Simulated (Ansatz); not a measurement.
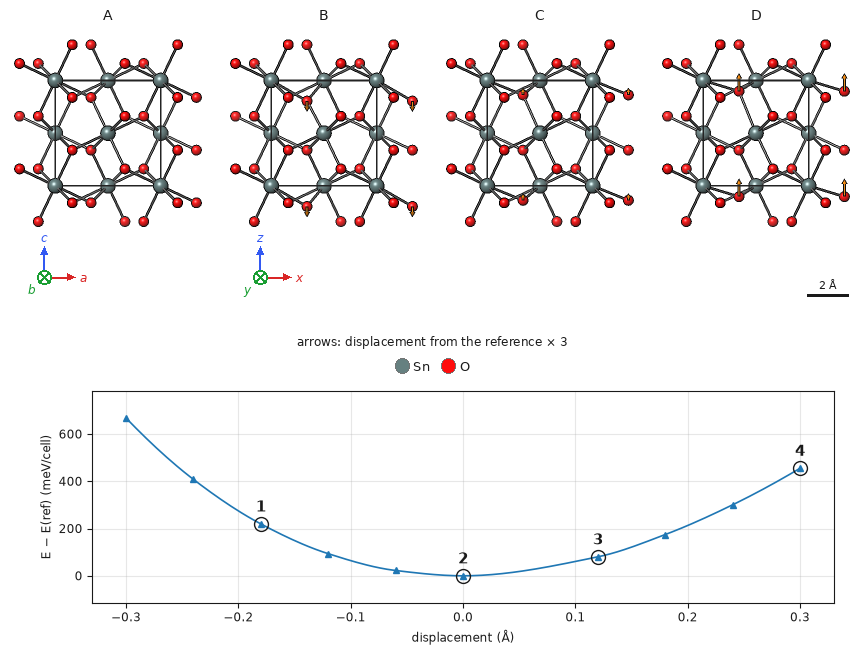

Energy scan for solid SnO2 (Pa-3), in which an O atom (one in each cell of 12 atoms) is moved along Cartesian [0 0 1], all else fixed. The frames are shuffled; the numbered points of the plot belong to them. Style: ball-and-stick. Shown: the cell of the calculation, along the b axis. Orange arrows: displacements from the reference.

Level of theory: Ansatz 0.2.0, DFT PBE, scalar-relativistic, plane waves, PAW. Set-up: plane-wave cutoff 420 eV; k-point mesh 8 × 8 × 8; occupations gaussian; smearing width 0.05 eV; no spin polarisation. Energies (free energies at the smearing named) are counted from the relaxed crystal.

Q: Match the frames to the points.

A: Point 1 is frame B (the displacement −0.18 Å, 220 meV/cell); 2 is frame A (the displacement 0.00 Å, 0 meV/cell); 3 is frame C (the displacement 0.12 Å, 80 meV/cell); 4 is frame D (the displacement 0.30 Å, 455 meV/cell). Of the computed points the lowest is at the displacement 0.00 Å, 0 meV/cell. The curvature at zero is about 12 eV/Å². The well is lopsided: at ±0.30 Å the energy is 1.5 times higher on the negative side. At the highest point the shortest interatomic distance is 1.87 Å, against 2.11 Å in the reference. The distortion takes the space group from Pa-3 to P1.
